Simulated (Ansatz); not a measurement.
# Dielectric response of NaCl (001) films, part 5 of 5

Wanted: ε of rocksalt NaCl (001) by finite fields on slabs, and the band edges against the vacuum where run.

Ansatz 0.2.0; plane-wave DFT, PBE, Ansatz PAW (set soft_1); PAW set soft_1 (the session's first sound run).

So far, gap on the k-mesh (eV): step 2 (relaxing the film, 6 atoms, units 3) 5.02; step 21 (single point, 16 atoms, units 8, field 0.1 V/Å) 4.37; step 22 (single point, 16 atoms, units 8, field -0.1 V/Å) 4.37; step 24 (field on, atoms free, 16 atoms, units 8, field 0.05 V/Å) 4.97; step 25 (field on, atoms free, 16 atoms, units 8, field -0.05 V/Å) 4.97.

**28. Static ε from the series**

This step: plane-wave DFT, PBE, Ansatz PAW (set soft_1); permittivity from the thickness series, atoms relaxed; PAW set soft_1 (Ansatz 0.2.0).

The same fit for the relaxed films. The nearer its slope lies to 1, the more ε hangs on small errors.

This step gave:

* slope: 0.8546
* intercept of the fit: 3.218 Å
* ε of the interior: 6.879

The equivalent conductor thickness by distance between the outer atoms:

| distance between the outer atoms (Å) | equivalent conductor thickness (Å) |
| --- | --- |
| 5.80 | 8.19 |
| 11.53 | 13.0 |
| 20.12 | 20.4 |

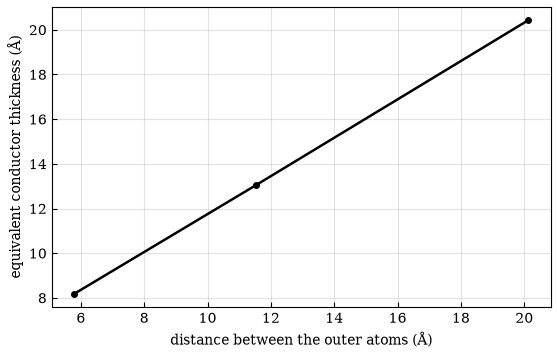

Equivalent conductor thickness, plotted against distance between the outer atoms.

By hand, from the thinnest and the thickest film: slope = (20.420 − 8.187) / (20.116 − 5.796) = 0.854, so ε = 1/(1 − 0.854) = 6.86. One nm of such a film has the capacitance of 3.9/6.86 = 0.57 nm of SiO₂ (its equivalent oxide thickness).

**29. The bulk crystal**

This step: plane-wave DFT, PBE, Ansatz PAW (set soft_1); PAW set soft_1 (Ansatz 0.2.0).

System of this step: rocksalt NaCl. The structure is cubic, space group Fm-3m (No. 225). Conventional cell: a = 5.640 Å, b = 5.640 Å, c = 5.640 Å, α = 90.00°, β = 90.00°, γ = 90.00°. Na has 6 Cl at 2.82 Å nearest. Nearest to Cl lie 6 Na at 2.82 Å. Farther neighbours and most contacts between anions are not listed.

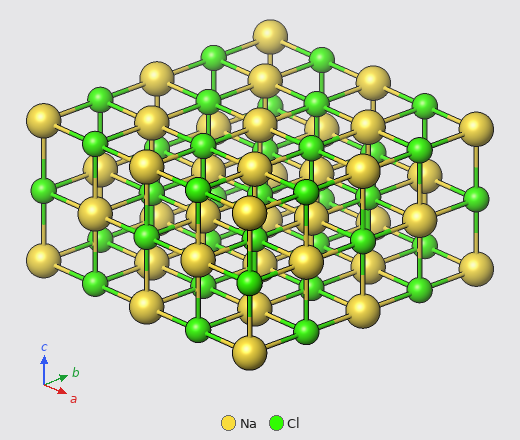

The cell of this step (sodium yellow, chlorine green). 2×2×1 conventional cells are drawn. Some periodic images of atoms are drawn too.

Band edges are better read in the bulk than in a thin slab, where confinement and surface states shift them. The bulk run gives them against its mean potential.

input.yaml reads:

```yaml
crystal:
  lattice:
    - [0.0, 2.82, 2.82]
    - [2.82, 0.0, 2.82]
    - [2.82, 2.82, 0.0]
  atoms:
    - { symbol: Na, position: [0.0, 0.0, 0.0] }
    - { symbol: Cl, position: [0.5, 0.5, 0.5] }
kpoints:
  mp_grid: { grid: [10, 10, 10] }
  band_path: { path: [VBM, CBM], npoints: 1 }
hamiltonian:
  xc: pbe
  pseudopotentials: { kind: paw, azcp: { folder: soft_1 } }
scf:
  occupations: { method: fixed }
  convergence: { dr2_threshold: 1.0e-09 }
output:
  eigenvalues: true
checkpoint:
  write: bulk.run
  compress: false
  write_wavefunctions: false
```

Started as:

```bash
$ ansatz run input.yaml --threads 4 --pin off --max-ram 8192MiB --backend cpu --events-out ev --progress --plain --runs-dir out
```

Numbers of over 12 decimals in the logs are rounded to 6 here.

The log of the run:

```text
[...]
Crystal: 2 atoms, lattice volume = 44.852 Å³
Basis set: ecut = 420 eV, 893 PW (Γ)
Bands: 12, of which v1, the nominal top of the filled ones, is band 8 counted from 1 (7 counted from 0)
Symmetry: 48 space group operations
[...]
k-points: 47 of 1000
[...]
SCF iter   1: F=—  HF=-2570.519504 eV  |F-HF|=—  |Δ(HF+E_count)|=         —  Δρ=7.36e-2  dr2=1.94e0  ethr=3.10e-3  ⟨swp⟩=4.7  Hψ=3280  notcnv=0  defer=87
[...]
SCF iter   8: F=-2569.553073 eV  HF=-2569.553073 eV  |F-HF|=1.05e-11  |Δ(HF+E_count)|=   3.60e-9  Δρ=3.23e-7  dr2=2.90e-11  ethr=6.25e-12  ⟨swp⟩=5.2  Hψ=2587  notcnv=0
SCF 1 converged in 8 iterations: F = -2569.553073 eV  dr2 = 2.90e-11
[...]
SCF converged after 8 iterations
Free energy (F): -2569.553073 eV
[...]
Internal energy: -2569.553073 eV  (E = F + TS)
E sigma→0 (E₀):  -2569.553073 eV
Fermi energy:    1.045733 eV
[...]
--- Band table (eV; the first three rows and the last of 47) ---
  k-point 0: bands = [... 4 lower, -11.6111, 1.0457, 1.0457, 1.0457, 6.1539, 12.0791, 12.0791, 12.0791]
  k-point 1: bands = [... 4 lower, -11.5808, 0.7998, 1.0192, 1.0192, 6.4837, 11.7111, 12.2090, 12.2090]
  k-point 2: bands = [... 4 lower, -11.5000, 0.2481, 0.9512, 0.9512, 7.2357, 11.1628, 12.3884, 12.3884]
  k-point 46: bands = [... 4 lower, -11.2143, -0.2951, 0.0278, 0.3090, 9.6562, 10.2182, 11.2176, 12.6391]
```

Elapsed: 0.84 s, on 4 threads of Arm Neoverse V1, shared host; peak memory 0.27 GiB; 2.5 s of CPU time.

This step gave:

```yaml
gap_on_the_k_mesh: 5.108 eV
gap_along_the_path: 5.108 eV
smallest_direct_gap_along_the_path: 5.108 eV
gap_the_smaller_of_path_and_mesh: 5.108 eV
```

The gap is 5.11 eV.

**30. Band edges against the vacuum, levels PBE**

This step: plane-wave DFT, PBE, Ansatz PAW (set soft_1); band edges against the vacuum, bulk levels by PBE; PAW set soft_1 (Ansatz 0.2.0).

System of this step: NaCl (001), 8 units. The cell holds 16 atoms: 8 Na and 8 Cl. Its edges and angles: a = 3.988 Å, b = 3.988 Å, c = 37.740 Å, α = 90.0°, β = 90.0°, γ = 90.0°. It derives from NaCl (rocksalt NaCl). Vacuum lies along c.

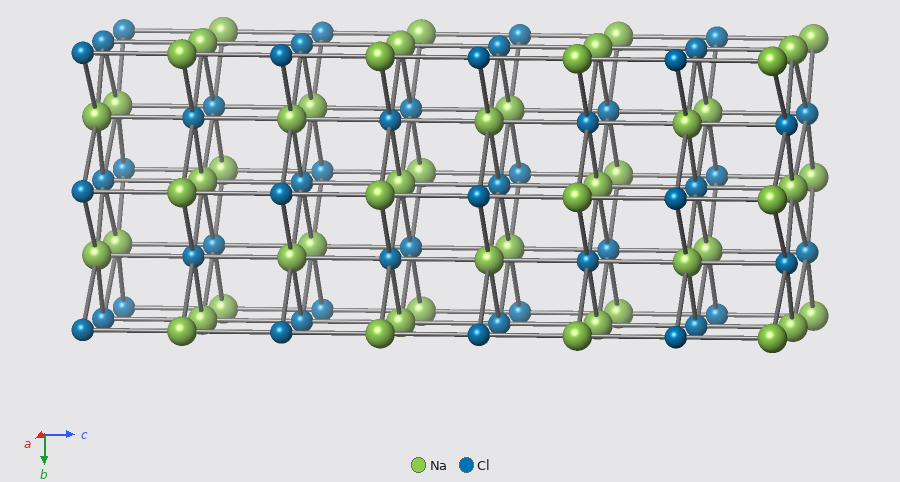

The cell of this step (sodium green, chlorine blue). 2×2×1 cells are drawn. Some periodic images of atoms are drawn too.

The averaged potential in the middle of the thickest slab ties the bulk's levels to the vacuum level.

align.yaml reads:

```yaml
surface:
  bulk: { run: bulk.run }
  slab: { run: end8.run, axis: 3 }
  face: plus
  period: 2.82
```

Started as:

```bash
$ ansatz align-bands align.yaml -- --threads 4 --pin off
```

The log of the run:

```text
plus face
ionisation energy 6.652 eV
electron affinity 1.544 eV
  bulk: levels by pbe on the potential of pbe; from 17.46 to 20.28 Å its average varies by 0.2070 eV and climbs by +0.0000; the bulk's density to 1.55 % (its layers are strained against the bulk's: take a thicker slab or side, or run the bulk at their strain)
  vacuum: slopes by 0.0000 eV/Å; line-up 5.8377 eV
  the slab's own level stands -0.097 eV from the bulk's
  of the slab's run: its band edges are its mesh's, and a band can turn off it. A run with kpoints.band_path: { path: [VBM, CBM], npoints: 1 } finds the zone's; the potential's macroscopic average varies by 0.2070 eV from 17.460 to 20.280 Å, more than 0.03 eV: the crystal is too thin there to have an interior, or the window reaches out of it, or the period is not the layers'
```

The job ended after 0.06 s (4 threads).

Numbers from this step:

```yaml
ionisation_energy: 6.652 eV
electron_affinity: 1.544 eV
slab_level_shift: -0.09735 eV
```

Check by hand: ionisation energy less affinity, 6.65 − (1.54) = 5.11 eV, is the bulk gap at this level.

The program warns that the averaged potential varies by 0.21 eV in the slab's middle, which these edges carry as an error.

**31. The bulk with HSE06, k-mesh 6×6×6**

This step: plane-wave DFT, HSE06, Ansatz PAW (set soft_1); PAW set soft_1 (Ansatz 0.2.0).

System of this step: rocksalt NaCl. It takes space group Fm-3m (No. 225, cubic). The conventional cell has a = 5.640 Å, b = 5.640 Å, c = 5.640 Å, α = 90.00°, β = 90.00°, γ = 90.00°. Nearest to Na lie 6 Cl at 2.82 Å. Nearest to Cl lie 6 Na at 2.82 Å. Farther neighbours and most contacts between anions are not listed.

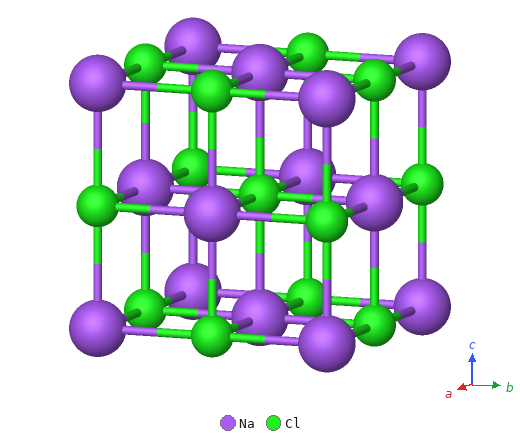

The cell of this step (sodium purple, chlorine green). Some periodic images of atoms are drawn too.

A hybrid functional removes part of the gap error, and is affordable in the small bulk cell.

input.yaml, the sections that differ from step 29:

```yaml
kpoints:
  mp_grid: { grid: [6, 6, 6] }
hamiltonian:
  xc: hse06
  pseudopotentials: { kind: paw, azcp: { folder: soft_1 } }
scf:
  occupations: { method: fixed }
  convergence: { dr2_threshold: 1.0e-08 }
checkpoint:
  write: bulk-hse.run
  compress: false
  write_wavefunctions: false
# crystal, output: as in step 29
```

Started as:

```bash
$ ansatz run input.yaml --threads 4 --pin off --max-ram 8192MiB --backend cpu --events-out ev --progress --plain --runs-dir out
```

The log of the run:

```text
[...]
davidson cushion auto → on  (no smearing: the cushion is to keep the highest requested band from converging to the state above it; pin scf.eigensolver.cushion to override)
Crystal: 2 atoms, lattice volume = 44.852 Å³
Basis set: ecut = 420 eV, 893 PW (Γ)
Bands: 12, of which v1, the nominal top of the filled ones, is band 8 counted from 1 (7 counted from 0)
Symmetry: 48 space group operations
[...]
k-points: 16 of 216
[...]
SCF iter   1: F=—  HF=-2570.497638 eV  |F-HF|=—  |Δ(HF+E_count)|=         —  Δρ=7.44e-2  dr2=1.96e0  ethr=1.00e-1  ⟨swp⟩=6.1  Hψ=686  notcnv=0
[...]
SCF iter   4: F=-2569.551364 eV  HF=-2569.551457 eV  |F-HF|=9.29e-5  |Δ(HF+E_count)|=   8.80e-4  Δρ=1.23e-3  dr2=1.03e-3  ethr=8.22e-5  ⟨swp⟩=4.0  Hψ=562  notcnv=0  defer=3
SCF 1 stopped early in 4 iterations: F = -2569.551364 eV  dr2 = 1.03e-3
[...]
Exchange kernel: α = 0.2500, screened, ω = 0.2079 Å⁻¹, Wigner–Seitz truncation, v(0) = 1046.6206 eV·Å³, q-mesh 6×6×6, nearest image of the exchange supercell L = 23.93 Å, pair-density grid 15×15×15, without the augmentation charges, whose exchange is taken in its separable form by FFT convolution over the k-point mesh (sized by the pseudopotential files, 24×24×24 at the most), smooth part of the exact exchange by density-matrix convolution
Frozen-core exchange: fock
SCF iter   1: F=—  HF=-2570.501940 eV  |F-HF|=—  |Δ(HF+E_count)|=         —  Δρ=5.59e-3  dr2=9.67e-3  ethr=6.41e-5  ⟨swp⟩=4.9  Hψ=768  notcnv=0
[...]
SCF iter   5: F=-2570.500470 eV  HF=-2570.500470 eV  |F-HF|=4.90e-9  |Δ(HF+E_count)|=   5.12e-7  Δρ=6.89e-6  dr2=7.77e-7  ethr=1.23e-8  ⟨swp⟩=3.3  Hψ=605  notcnv=0  defer=1
SCF 2 stopped early in 5 iterations: F = -2570.500470 eV  dr2 = 7.77e-7
hybrid outer 1: dexx = +1.822e-3 eV, tail = 1.38e-5 eV
[...]
Frozen-core exchange: fock
SCF iter   1: F=—  HF=-2570.500420 eV  |F-HF|=—  |Δ(HF+E_count)|=         —  Δρ=5.36e-5  dr2=6.54e-7  ethr=4.31e-7  ⟨swp⟩=2.1  Hψ=450  notcnv=0
[...]
SCF iter   3: F=-2570.500420 eV  HF=-2570.500420 eV  |F-HF|=2.73e-9  |Δ(HF+E_count)|=   8.03e-8  Δρ=4.35e-6  dr2=5.15e-9  ethr=2.08e-11  ⟨swp⟩=4.4  Hψ=738  notcnv=0  defer=1
SCF 3 converged in 3 iterations: F = -2570.500420 eV  dr2 = 5.15e-9
hybrid outer 2: dexx = +8.427e-8 eV, tail = 1.44e-8 eV, Δε = 2.56e-3 eV (about 1.60e-4 eV left of the loop's levels)
[...]
hybrid SCF converged: 2 outer / 8 inner (+4 warm-up), last move |dexx| = 8.43e-8 eV, tail = 1.44e-8 eV
[...]
Free energy (F): -2570.500420 eV
Frozen-core exchange: fock
[...]
Internal energy: -2570.500420 eV  (E = F + TS)
E sigma→0 (E₀):  -2570.500420 eV
Fermi energy:    0.054214 eV
[...]
--- Band table (eV; the first three rows and the last of 16) ---
  k-point 0: bands = [... 4 lower, -13.7922, 0.0542, 0.0542, 0.0542, 6.5334, 12.6048, 12.6048, 12.6048]
  k-point 1: bands = [... 4 lower, -13.7059, -0.5633, -0.0200, -0.0200, 7.3601, 11.7918, 12.9027, 12.9027]
  k-point 2: bands = [... 4 lower, -13.5257, -1.5568, -0.1621, -0.1621, 8.4826, 11.6367, 12.7322, 12.7322]
  k-point 15: bands = [... 4 lower, -13.3628, -1.4805, -0.9198, -0.7037, 9.9278, 10.3066, 12.0456, 13.6929]
```

Run time: 3.8 s. Hardware: 4 threads; peak memory 0.95 GiB; 13 s of CPU time.

This step gave:

```
gap on the k-mesh : 6.479 eV
```

The gap is 6.48 eV.

**32. Band edges against the vacuum, levels HSE06**

This step: plane-wave DFT, PBE, Ansatz PAW (set soft_1); band edges against the vacuum, bulk levels by HSE06; PAW set soft_1 (Ansatz 0.2.0).

System of this step: NaCl (001), 8 units. The cell holds 16 atoms: 8 Na and 8 Cl. Cell: a = 3.988 Å, b = 3.988 Å, c = 37.740 Å, α = 90.0°, β = 90.0°, γ = 90.0°. It derives from NaCl (rocksalt NaCl). Vacuum lies along c.

The same line-up with the hybrid's levels.

align.yaml reads:

```yaml
surface:
  bulk: { run: bulk.run, levels_from: { run: bulk-hse.run } }
  slab: { run: end8.run, axis: 3 }
  face: plus
  period: 2.82
```

Started as:

```bash
$ ansatz align-bands align.yaml -- --threads 4 --pin off
```

The log of the run:

```text
plus face
ionisation energy 7.644 eV
electron affinity 1.165 eV
  bulk: levels by hse06 on the potential of pbe; from 17.46 to 20.28 Å its average varies by 0.2070 eV and climbs by +0.0000; the bulk's density to 1.55 % (its layers are strained against the bulk's: take a thicker slab or side, or run the bulk at their strain)
  vacuum: slopes by 0.0000 eV/Å; line-up 5.8377 eV
  of the bulk's run: of the levels' run: its band edges are its mesh's, and a band can turn off it. A run with kpoints.band_path: { path: [VBM, CBM], npoints: 1 } finds the zone's; its band edges are of a coarser mesh than the slab's or the interface's, whose density can shift them: a run under levels_from is taken as it is
[...]
```

The job ended after 0.08 s (4 threads).

Numbers from this step:

* ionisation energy: 7.644 eV
* electron affinity: 1.165 eV

Check by hand: ionisation energy less affinity, 7.64 − (1.16) = 6.48 eV, is the bulk gap at this level.

The program warns that the averaged potential varies by 0.21 eV in the slab's middle, which these edges carry as an error.

**33. A changed input: basis.xc_grid = 3**

This step: plane-wave DFT, PBE, Ansatz PAW (set soft_1) (Ansatz 0.2.0).

System of this step: NaCl (001), 3 units. The cell holds 6 atoms: 3 Na and 3 Cl. Its edges and angles: a = 3.988 Å, b = 3.988 Å, c = 23.640 Å, α = 90.0°, β = 90.0°, γ = 90.0°. It derives from NaCl (rocksalt NaCl). Vacuum lies along c.

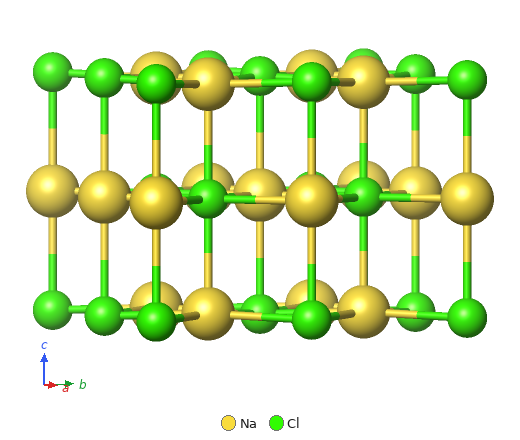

The cell of this step (sodium yellow, chlorine green). 2×2×1 cells are drawn. Some periodic images of atoms are drawn too.

A run with a changed input: it repeats the earlier run at 0.1 V/Å, 3 units with basis.xc_grid to 3.

input.yaml reads:

```yaml
crystal:
  lattice:
    - [3.98808225, 0.0, 0.0]
    - [0.0, 3.98808225, 0.0]
    - [0.0, 0.0, 23.64]
  atoms:
    - { symbol: Na, position: [0.5, 0.5, 0.38176305] }
    - { symbol: Cl, position: [0.0, 0.0, 0.377498471] }
    - { symbol: Na, position: [0.0, 0.0, 0.500000003] }
    - { symbol: Cl, position: [0.5, 0.5, 0.4999999959] }
    - { symbol: Na, position: [0.5, 0.5, 0.6182369519] }
    - { symbol: Cl, position: [0.0, 0.0, 0.6225015281] }
kpoints:
  mp_grid: { grid: [8, 8, 1] }
hamiltonian:
  xc: pbe
  pseudopotentials: { kind: paw, azcp: { folder: soft_1 } }
scf:
  occupations: { method: fixed }
  convergence: { dr2_threshold: 1.0e-10 }
efield:
  axis: 3
  dipole_correction: true
  ramp_position: 0.97
  ramp_width: 0.06
  amplitude: 0.1
output:
  write_potential: true
  write_density: true
  volumetric_format: npy
basis:
  xc_grid: 3
```

Started as:

```bash
$ ansatz run input.yaml --threads 4 --pin off --max-ram 8192MiB --backend cpu --events-out ev --progress --plain --runs-dir out
```

The log of the run:

```text
[...]
Crystal: 6 atoms, lattice volume = 375.989 Å³
Basis set: ecut = 420 eV, 7399 PW (Γ), exchange–correlation on 81×81×480 points (27 copies of the dense FFT grid, shifted against one another)
Bands: 30, of which v1, the nominal top of the filled ones, is band 24 counted from 1 (23 counted from 0)
Symmetry: 8 space group operations
k-points: 15 of 64
[...]
SCF iter   1: F=—  HF=-7709.326641 eV  |F-HF|=—  |Δ(HF+E_count)|=         —  Δρ=1.76e-2  dr2=2.84e0  ethr=3.10e-3  p=0.075 e·Å  D=3.60e-2 V/Å  ΔV_dip=-0.85 eV  dr2_dipole=1.02e-3  V_vac-E_F(+/−)=10.36/9.05 eV  ⟨swp⟩=5.8  Hψ=1721  notcnv=0  defer=56
[...]
SCF iter  11: F=-7708.388620 eV  HF=-7708.388620 eV  |F-HF|=1.73e-11  |Δ(HF+E_count)|=  2.85e-10  Δρ=5.45e-8  dr2=8.50e-12  ethr=1.00e-12  p=0.048 e·Å  D=2.29e-2 V/Å  ΔV_dip=-0.54 eV  dr2_dipole=6.81e-13  V_vac-E_F(+/−)=7.45/5.83 eV  ⟨swp⟩=15.0  Hψ=2145  notcnv=0
SCF 1 converged in 11 iterations: F = -7708.388620 eV  dr2 = 8.50e-12
[...]
SCF converged after 11 iterations
[...]
Free energy (F): -7708.388620 eV
[...]
Internal energy: -7708.388620 eV  (E = F + TS)
E sigma→0 (E₀):  -7708.388620 eV
Fermi energy:    -3.883210 eV
Dipole field:    D = 0.022904 V/Å  (p = 0.047592 e·Å, saw-weighted, corrected)
Work function:   not extracted (applied field tilts the vacuum); planar V_es + V_field profile in the machine report
[...]
--- Band table (eV; the first three rows and the last of 15) ---
  k-point 0: bands = [... 20 lower, -4.1082, -4.0791, -3.8832, -3.8832, 1.0183, 1.6159, 2.4144, 2.9374, ... 2 higher]
  k-point 1: bands = [... 20 lower, -4.1052, -4.0988, -3.9896, -3.8834, 1.2890, 1.8141, 2.5751, 3.0806, ... 2 higher]
  k-point 2: bands = [... 20 lower, -4.2260, -4.1015, -4.0326, -3.8839, 1.9127, 2.3321, 2.9963, 3.3864, ... 2 higher]
  k-point 14: bands = [... 20 lower, -4.6365, -4.6365, -4.2908, -4.0489, 3.3765, 3.8556, 3.9914, 4.4488, ... 2 higher]
```

It took 5.5 s on 4 threads; peak memory 0.69 GiB.

Numbers from this step:

| Item | Value |
| --- | --- |
| gap on the k-mesh | 4.901 eV |
| dipole along the normal | 0.04759 e·Å |

| quantity | this run | earlier run | difference |
| --- | --- | --- | --- |
| dipole along the normal (e·Å) | 0.04759 | 0.04760 | -5.3e-6 |
| gap on the k-mesh (eV) | 4.901 | 4.902 | -2.1e-4 |

Nothing in the table moves by 0.01 in its unit (for the dipole 0.5 % and 5e-5 e·Å).

**34. Varying the input**

Another changed input: it repeats the earlier run at 0.1 V/Å, 3 units with scf.occupations.method from fixed to methfessel_paxton, scf.occupations.width to 0.2 and scf.mixing.preconditioner to local_kerker.

input.yaml: that of step 33 with these lines changed.

```diff
@@ -18,4 +18,5 @@
 scf:
-  occupations: { method: fixed }
+  occupations: { method: methfessel_paxton, width: 0.2 }
   convergence: { dr2_threshold: 1.0e-10 }
+  mixing: { preconditioner: local_kerker }
 efield:
@@ -30,3 +31 @@
   volumetric_format: npy
-basis:
-  xc_grid: 3
```

The log of the run:

```text
[...]
Crystal: 6 atoms, lattice volume = 375.989 Å³
Basis set: ecut = 420 eV, 7399 PW (Γ)
Bands: 30, of which v1, the nominal top of the filled ones, is band 24 counted from 1 (23 counted from 0)
Symmetry: 8 space group operations
k-points: 15 of 64
[...]
SCF iter   1: F=—  HF=-7709.327500 eV  |F-HF|=—  |Δ(HF+E_count)|=         —  Δρ=1.76e-2  dr2=2.84e0  ethr=3.10e-3  p=0.075 e·Å  D=3.60e-2 V/Å  ΔV_dip=-0.85 eV  dr2_dipole=1.01e-3  V_vac-E_F(+/−)=7.39/6.08 eV  ⟨swp⟩=10.7  Hψ=2464  notcnv=0
[...]
SCF iter  15: F=-7708.388363 eV  HF=-7708.388363 eV  |F-HF|=1.63e-10  |Δ(HF+E_count)|=  1.80e-10  S|Δr|=    0.00e0  Δρ=5.71e-8  dr2=1.60e-11  ethr=1.00e-12  p=0.048 e·Å  D=2.29e-2 V/Å  ΔV_dip=-0.54 eV  dr2_dipole=4.69e-15  V_vac-E_F(+/−)=4.99/3.37 eV  ⟨swp⟩=13.6  Hψ=1880  notcnv=0
SCF 1 converged in 15 iterations: F = -7708.388363 eV  dr2 = 1.60e-11
[...]
SCF converged after 15 iterations
[...]
Free energy (F): -7708.388363 eV
[...]
Internal energy: -7708.388363 eV  (E = F + TS)
E sigma→0 (E₀):  -7708.388363 eV
Fermi energy:    -1.421175 eV
Step filling:    the computed levels leave a gap of 4.9017 eV = 24.5 smearing widths at the electron count; against every level under it full and every level over it empty, smearing changes F+E_penalty+E_count by +4.12e-65 meV and its σ→0 estimate by -3.06e-63 meV
Dipole field:    D = 0.022908 V/Å  (p = 0.047599 e·Å, saw-weighted, corrected)
Work function:   not extracted (applied field tilts the vacuum); planar V_es + V_field profile in the machine report
[...]
--- Band table (eV; the first three rows and the last of 15) ---
  k-point 0: bands = [... 20 lower, -4.1081, -4.0789, -3.8831, -3.8831, 1.0186, 1.6164, 2.4025, 2.9267, ... 2 higher]
  k-point 1: bands = [... 20 lower, -4.1051, -4.0987, -3.9894, -3.8833, 1.2893, 1.8146, 2.5631, 3.0690, ... 2 higher]
  k-point 2: bands = [... 20 lower, -4.2258, -4.1013, -4.0324, -3.8838, 1.9132, 2.3326, 2.9878, 3.3715, ... 2 higher]
  k-point 14: bands = [... 20 lower, -4.6364, -4.6364, -4.2906, -4.0487, 3.3766, 3.8558, 3.9915, 4.4486, ... 2 higher]
```

It took 6.3 s on 4 threads; peak memory 0.59 GiB; 25 s of CPU time.

| quantity | this run | earlier run | difference |
| --- | --- | --- | --- |
| dipole along the normal (e·Å) | 0.04760 | 0.04760 | 1.2e-6 |
| gap on the k-mesh (eV) | 4.902 | 4.902 | -1.4e-5 |

Nothing in the table moves by 0.01 in its unit (for the dipole 0.5 % and 5e-5 e·Å). The run took 15 SCF cycles against 11.

The change did no harm here.

**35. Outcome**

| Item | Value |
| --- | --- |
| electronic ε from the thickness series | 2.49 |
| static ε from the thickness series | 6.88 |
| local electronic ε, middle of 8 units | 2.49 |
| ionisation energy, levels by PBE | 6.65 eV |
| electron affinity, levels by PBE | 1.54 eV |
| ionisation energy, levels by HSE06 | 7.64 eV |
| electron affinity, levels by HSE06 | 1.16 eV |

The films give an electronic ε of 2.49 and a static ε of 6.88. The slope of the series and the field inside the thickest film give 2.49 and 2.49, in agreement. Ions raise ε from 2.49 to 6.88. HSE06 levels deepen the valence edge by 0.99 eV on the same PBE surface dipole. The alignment warns that the averaged potential still varies by 0.21 eV in the slab's middle, which the band edges carry as an error. The in-plane lattice constants are held at typed bulk values. Semilocal functionals tend to overestimate the electronic ε a little.

[Logs are printed without paths, hosts, clocks, repeated set-up lines and the standing remarks that a program may print on its own settings, such as how far it seeks lower states.]

[Hosts, paths, dates, database ids (printed as entryN), source tags and the programs' standing remarks are cut or masked in the printed files.]

[Maps of the electrostatic potential energy from Ansatz leave out the sawtooth potential of an applied field or a dipole correction, so their vacuum need not be flat; planar profiles and work functions include it.]
